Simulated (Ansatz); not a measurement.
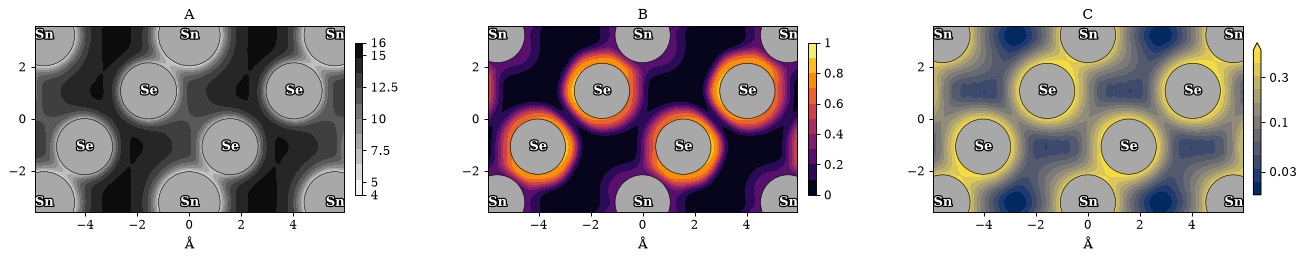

SnSe$_{2}$: 3 fields on the (110) plane of the conventional cell, with unlabelled colour scales. Grey discs cover the atomic cores.

Space group P-3m1; computed pressure about 10 GPa in this cell.

Level of theory: DFT r2SCAN, scalar-relativistic, plane waves, PAW in Ansatz 0.2.0.

```xyz
3
Lattice="3.7170 0.0000 0.0000 -1.8585 3.2190 0.0000 0.0000 0.0000 5.5962" Properties=species:S:1:pos:R:3 pbc="T T T"
Sn    0.0000    0.0000    0.0000
Se    0.0000    2.1460    1.5662
Se    1.8585    1.0730    4.0300
```

**Which field does each panel show? The fields are: electron localisation function, electrostatic potential energy of an electron and valence pseudo-density.**

Panel A: electrostatic potential energy of an electron (low next to the atoms, rising into the space between them). Panel B: electron localisation function. Panel C: valence pseudo-density. From the grid: Sn–Se (2.66 Å): the density is about 0.43 e/Å³ at the midpoint; the ELF is about 0.60 at the midpoint.
